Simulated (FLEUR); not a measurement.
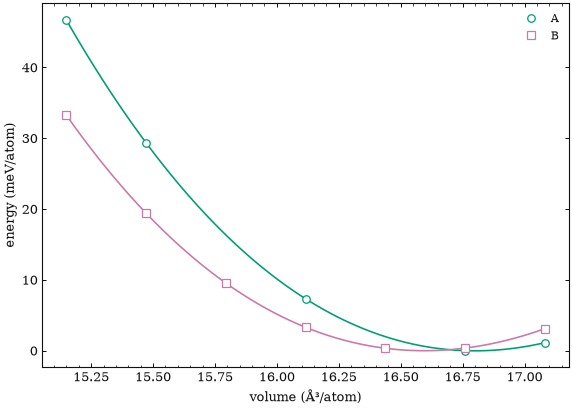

The figure compares two calculations of the energy against volume, each curve from its own zero. The first is for Al, space group Im-3m (No. 229).

The cell holds 1 atom.

Computed with FLEUR MaX-R8.1 (later development tree): all-electron LAPW DFT, no spin polarisation; energies at scaled volumes of the given cell, shape and fractions fixed, counted from the fit's minimum, third-order Birch-Murnaghan fit. Level: SCAN.

- k mesh: 12×12×12
- occupations: Fermi–Dirac
- smearing width: 0.05 eV
- potentials: all electron
- program settings: basis FLAPW, kmax 4.15 1/bohr

In the second, the level changes from SCAN to PBEsol.

> Which of A and B is the second calculation, and what did the change do?

B. The equilibrium volume falls from 16.80 to 16.59 Å³/atom (−1.3 %) and the bulk modulus falls from 79.6 to 73.1 GPa (−8.2 %).

V0 and the bulk modulus come from third-order Birch–Murnaghan fits.
